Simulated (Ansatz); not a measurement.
# Al₂O₃: 5 runs along one coordinate

System: Al₂O₃ (P-6m2, 5 atoms in the cell).
Method: DFT LDA, scalar-relativistic, plane waves, PAW, no spin polarisation (Ansatz 0.2.0).

The 5 runs differ only in the geometry, by a strain of the cell at fixed fractional positions. Against run 3, the strain is εzz = η. The structure derives from a Materials Project entry.

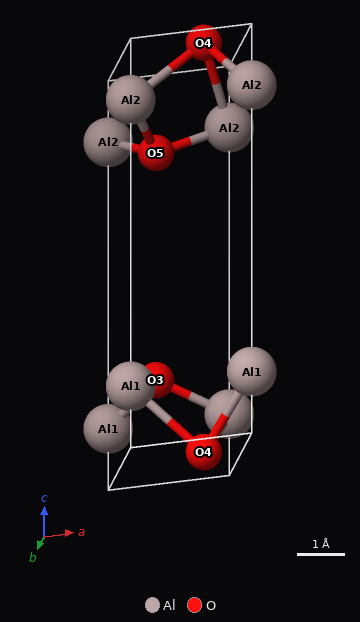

Figure 1. The structure of run 3 (ball-and-stick view of the cell of the calculation, seen at an oblique angle; atoms are numbered from 1 in the order of the input).

**Input of run 3**
```yaml
crystal:
  lattice:
    - [2.7689519504, 0.0, 0.0]
    - [-1.3844759752, 2.3979827309, 0.0]
    - [0.0, 0.0, 9.33675446]
  atoms:
    - { symbol: Al, position: [0.0, 0.0, 0.14999233] }
    - { symbol: Al, position: [0.0, 0.0, 0.85000767] }
    - { symbol: O, position: [0.3333333333, 0.6666666667, 0.22231692] }
    - { symbol: O, position: [0.6666666667, 0.3333333333, 0.0] }
    - { symbol: O, position: [0.3333333333, 0.6666666667, 0.77768308] }
basis:
  ecutwfc: 420
kpoints:
  mp_grid: { grid: [9, 9, 4] }
hamiltonian:
  xc: lda
scf:
  occupations: { method: gaussian, width: 0.05 }
output:
  forces: true
  stress: true
  eigenvalues: true
```

Command:
```bash
ansatz run input.yaml --threads 1 --pin off --max-ram 1228MiB --backend cpu --events-out ev --progress --plain --runs-dir out
```

Lattice vectors (Å) and fractional positions of run 3:
```
   2.768952    0.000000    0.000000
  -1.384476    2.397983    0.000000
   0.000000    0.000000    9.336754
Al  0.000000  0.000000  0.149992
Al  0.000000  0.000000  0.850008
O   0.333333  0.666667  0.222317
O   0.666667  0.333333  0.000000
O   0.333333  0.666667  0.777683
```

Run 2 differs from it as follows:
```diff
-    - [0.0, 0.0, 9.33675446]
+    - [0.0, 0.0, 8.9632842816]
```

**Results, with one run withheld**

```csv
run,strain parameter η (%),"free energy per atom, from the lowest run given (meV)",pressure (GPa),gap on the mesh (eV)
1,−8.0000,53.32,19.88,5.72
2,−4.0000,?,?,?
3,0.0000,0.00,7.92,5.86
4,4.0000,20.16,3.47,5.56
5,8.0000,65.92,−0.18,4.93
```

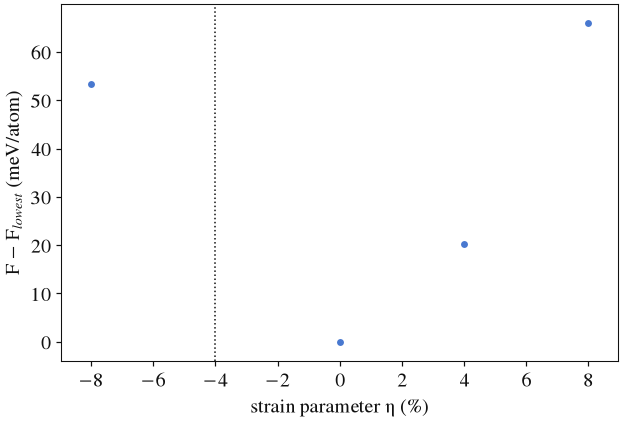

Figure 2. Free energy per atom of the runs given; the dotted line marks run 2.

Fit the runs given and predict run 2.

A quadratic polynomial in the coordinate, fitted to the 4 runs given, misses them by at most 1.22 meV per atom. With x = η − 1.0000, it reads F = 2.6639 + 2.665 x + 0.9196 x² (meV per atom). At run 2 it gives 12.33 meV per atom, and the run itself gives 9.47. The fit has its minimum at η = −0.4490 %. So low a polynomial doesn't follow these energies more closely. The gap on the mesh lies between 4.93 eV (run 5) and 5.86 eV (run 3); run 2 has 5.84 eV. These are gaps of this functional on this mesh, which can miss the band edges; they aren't the measured gap.

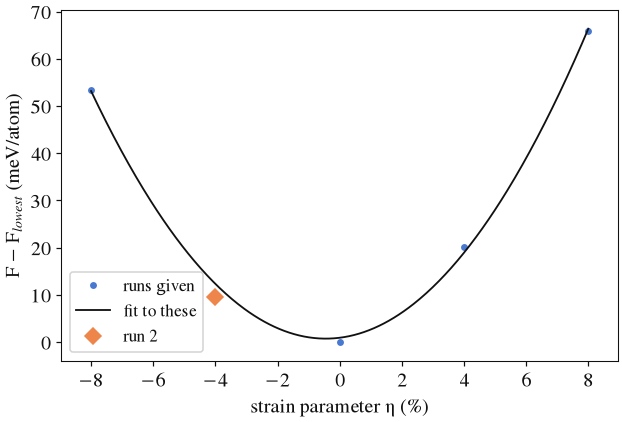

Figure 3. The fit and the withheld run.

**Output, shortened to warnings, some set-up lines, iterations and results (run 2)**
```
Basis set: ecut = 420 eV, 1157 PW (Γ)
Symmetry: 12 space group operations
k-points: 36 of 324 (time reversal used)
Initial density: superposition of atomic densities (neutral atoms: chi_scale 0, normalization atom), corrected by the library's trained network
[...]
SCF iter   1: F=—  HF=-2698.418497 eV  |F-HF|=—  |Δ(HF+E_count)|=         —  Δρ=1.45e-2  dr2=1.15e-1  ethr=1.77e-3  ⟨swp⟩=8.5  Hψ=4432  notcnv=0
SCF iter   2: F=—  HF=-2698.388695 eV  |F-HF|=—  |Δ(HF+E_count)|=   2.98e-2  Δρ=6.80e-3  dr2=1.50e-2  ethr=4.80e-4  ⟨swp⟩=3.6  Hψ=1653  notcnv=0  defer=36
SCF iter   3: F=—  HF=-2698.384465 eV  |F-HF|=—  |Δ(HF+E_count)|=   4.23e-3  Δρ=1.66e-3  dr2=8.92e-4  ethr=6.24e-5  ⟨swp⟩=2.6  Hψ=1156  notcnv=0
SCF iter   4: F=—  HF=-2698.384574 eV  |F-HF|=—  |Δ(HF+E_count)|=   1.10e-4  Δρ=9.22e-4  dr2=3.98e-4  ethr=3.72e-6  ⟨swp⟩=3.4  Hψ=1336  notcnv=0
SCF iter   5: F=—  HF=-2698.384508 eV  |F-HF|=—  |Δ(HF+E_count)|=   6.66e-5  Δρ=1.21e-4  dr2=4.67e-6  ethr=1.66e-6  ⟨swp⟩=2.4  Hψ=972  notcnv=0
SCF iter   6: F=—  HF=-2698.384509 eV  |F-HF|=—  |Δ(HF+E_count)|=   1.17e-6  Δρ=4.07e-5  dr2=5.82e-7  ethr=1.95e-8  ⟨swp⟩=3.1  Hψ=1196  notcnv=0
SCF iter   7: F=-2698.384509 eV  HF=-2698.384509 eV  |F-HF|=3.77e-9  |Δ(HF+E_count)|=   4.03e-7  Δρ=1.06e-5  dr2=3.66e-8  ethr=4.17e-10  ⟨swp⟩=9.2  Hψ=3341  notcnv=0
SCF 1 converged in 7 iterations: F = -2698.384509 eV  dr2 = 3.66e-8
SCF converged after 7 iterations
Free energy (F): -2698.384509 eV
Harris-Foulkes:  -2698.384509 eV  (|F-HF|=3.77e-9)
Internal energy: -2698.384509 eV  (E = F + TS)
E sigma→0 (E₀):  -2698.384509 eV
Fermi energy:    5.483130 eV
--- Per-component energies (eV) ---
  E_band       = -91.401841
  E_kinetic    = 594.238305
  E_local      = -2593.296426  (includes V_loc(G=0)·N_el)
  E_nonlocal   = 172.031027
  E_hartree    = 1102.716278
  E_xc         = -303.169575
  E_vxc        = -347.236231  (∫ρ·V_xc dr)
  E_paw        = -1331.893085  (= ΣΔE_a)
  E_vpaw       = -122.585497  (= ΣTr[D̂ρ^β])
  E_aug_tail   = 0.007683  (compensation charges beyond the density's cutoff)
  E_ewald      = -339.420913
  E_core_change = 0.402198  (= ΣΔE_core)
  E_smearing   = -0.000000  (= −TS)
  E_closure    = -0.000000  (closes the sum)
  Σ components = -2698.384509   (vs F -2698.384509, Δ=0.00e0)
--- Forces (eV/Å), atoms counted from 1 ---
  atom   1  Al     0.00000000    -0.00000000    -0.45515997
  atom   2  Al     0.00000000    -0.00000000     0.45515997
  atom   3  O      0.00000000     0.00000000     1.09080875
  atom   4  O      0.00000000     0.00000000     0.00000000
  atom   5  O      0.00000000     0.00000000    -1.09080875
  max |Σ_I F_I| component: 7.40e-17 eV/Å
--- Stress (GPa, compression-positive) ---
       15.806551       0.000000       0.000000
       -0.000000      15.806551       0.000000
        0.000000       0.000000       8.339710
  P = ⅓ Tr σ = 13.3176 GPa (133.176 kbar)
```
